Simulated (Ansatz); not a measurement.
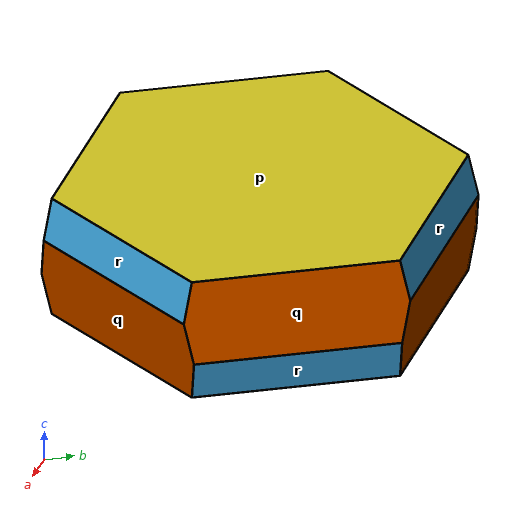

BFDH (Bravais–Friedel–Donnay–Harker) growth shape, computed from the cell and space group alone: each face lies at a distance from the centre proportional to 1/d(hkl), with d taken for the first order that the space group does not extinguish. It ignores bonding, solvent and kinetics. Faces of one form share a colour. Cell of Sb₂Te₃: space group R-3m (No. 166), a = 4.337 Å, b = 4.337 Å, c = 31.506 Å, α = 90.00°, β = 90.00°, γ = 120.00°. Source: the geometry relaxed with Ansatz, DFT PBE, scalar-relativistic, plane waves, PAW. Forms under 0.4 % of the area are left out.

Give the Miller indices of each colour.

yellow (p): {003} (d = 10.50 Å, 57 % of the area); orange (q): {101} (d = 3.73 Å, 29 % of the area); blue (r): {012} (d = 3.65 Å, 14 % of the area).
